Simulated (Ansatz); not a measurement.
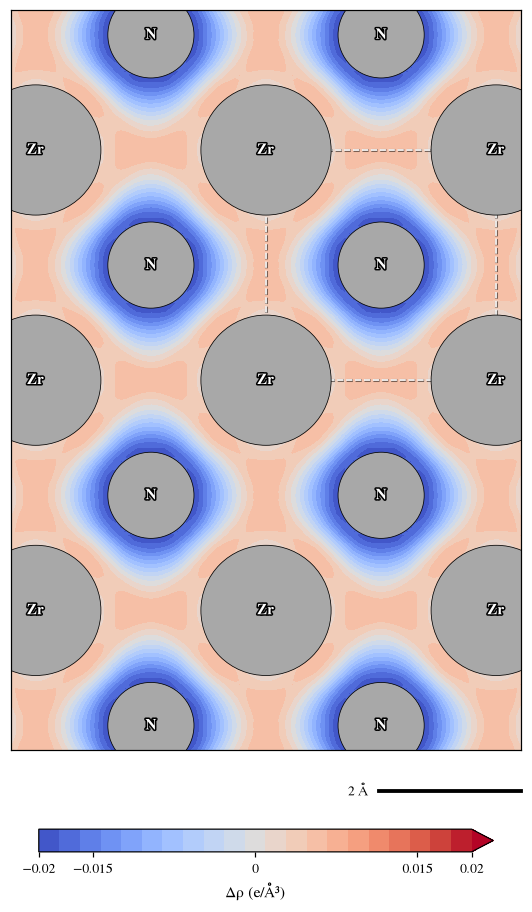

ZrN. Difference of the valence pseudo-densities of two functionals at the same geometry, on the (011) plane of the calculation cell: one of PBE and r2SCAN less the other.

Both computed with Ansatz (plane waves, PAW), on the same k-point mesh. Grey discs cover the atomic cores.

```
Zr N
1.0
     0.00000    2.29737    2.29737
     2.29737    0.00000    2.29737
     2.29737    2.29737    0.00000
Zr N
1 1
Cartesian
  2.2974 2.2974 2.2974
  0.0000 0.0000 0.0000
```

Which was subtracted from which, and what does the map show?

Answer. It is PBE less r2SCAN. Against r2SCAN, PBE gives more density around Zr (+0.004 e/Å³ on average at 1.2 Å from the nucleus) and less density around N (−0.016 e/Å³ on average at 0.8 Å from the nucleus).
